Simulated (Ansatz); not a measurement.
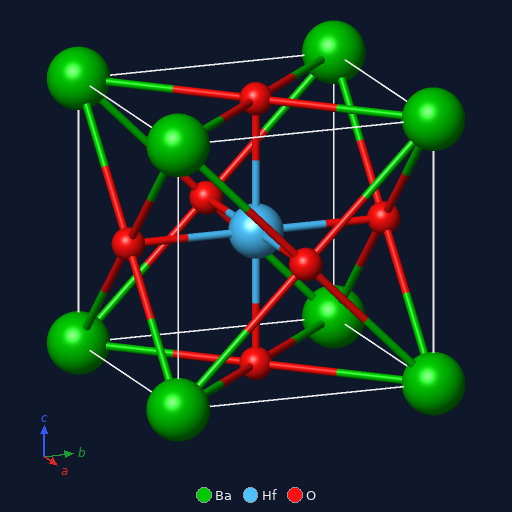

System: BaHfO₃, space group Pm-3m (No. 221) (cell built by us, not taken from a database). The picture shows the cell.

The given structure:
```
CELL_PARAMETERS angstrom
4.34414 0.00000 0.00000
0.00000 4.34414 0.00000
0.00000 0.00000 4.34414
ATOMIC_POSITIONS crystal
Ba 0.00000 0.00000 0.00000
Hf 0.50000 0.50000 0.50000
O 0.50000 0.50000 0.00000
O 0.50000 0.00000 0.50000
O 0.00000 0.50000 0.50000
```

Computed with Ansatz 0.2.0: Born effective charges by linear response at the zone centre, in units of the proton charge, Cartesian axes of the given cell; DFT, r2SCAN, plane waves, PAW. Level: r2SCAN, no spin polarisation.

| setting | value |
| --- | --- |
| periodic directions | 3 |
| potentials | PAW |
| wave cutoff | 500 eV |
| k mesh | 6×6×6 |

Describe the result: the mean Born effective charge of each atom. The cases: Ba; Hf; O 1; O 2; O 3.

The largest in size is that of Hf, 5.75 e, and the charges add up to 0.00 e. O 1, O 2 and O 3 are equally anisotropic; for O 1: its diagonal components run from −4.56 to −1.94 e. The Born charge xx, in e, is 2.675 for Ba, 5.755 for Hf, −1.936 for O 1, −1.936 for O 2 and −4.557 for O 3. The Born charge zz, in e, is 2.675 for Ba, 5.755 for Hf, −4.557 for O 1, −1.936 for O 2 and −1.936 for O 3.

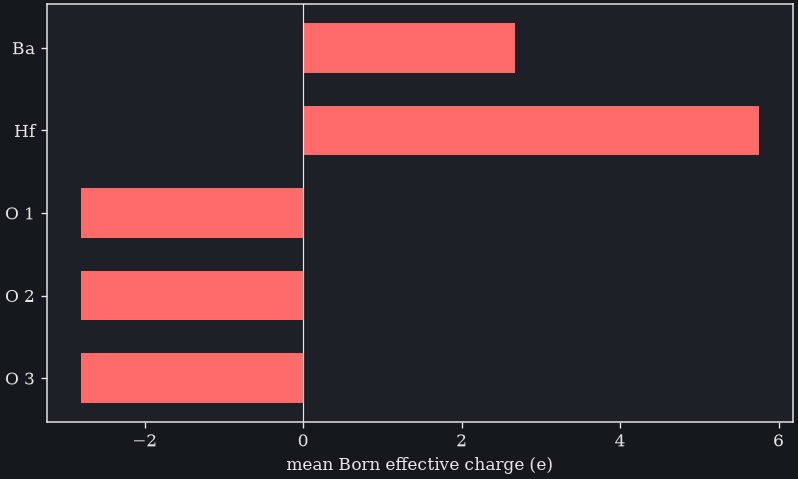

Limits of the calculation: empty bands loosely converged; reference bands not vouched for.
